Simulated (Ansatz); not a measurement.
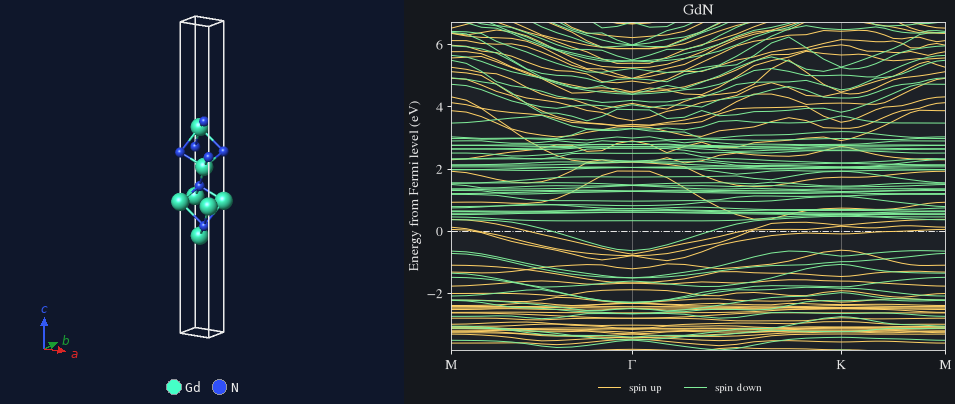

Band structure of a (111) slab cut from GdN (Fm-3m), ended by N above and Gd below, 8 atoms in the cell, beside the structure. Ansatz; DFT PBE, scalar-relativistic, plane waves, PAW, spin-polarised, 12×12×1 k mesh, 420 eV cutoff. Energies are counted from the Fermi level.

A metal: bands cross the Fermi level along this path. 12 bands within 1.5 eV of the Fermi level are narrower than 0.3 eV along the path; they lie between 0.3 and 1.5 eV and signal localised states.

The run may have settled in a state above the lowest, so this need not be the ground state. Spin-orbit coupling is left out, which matters for Gd.
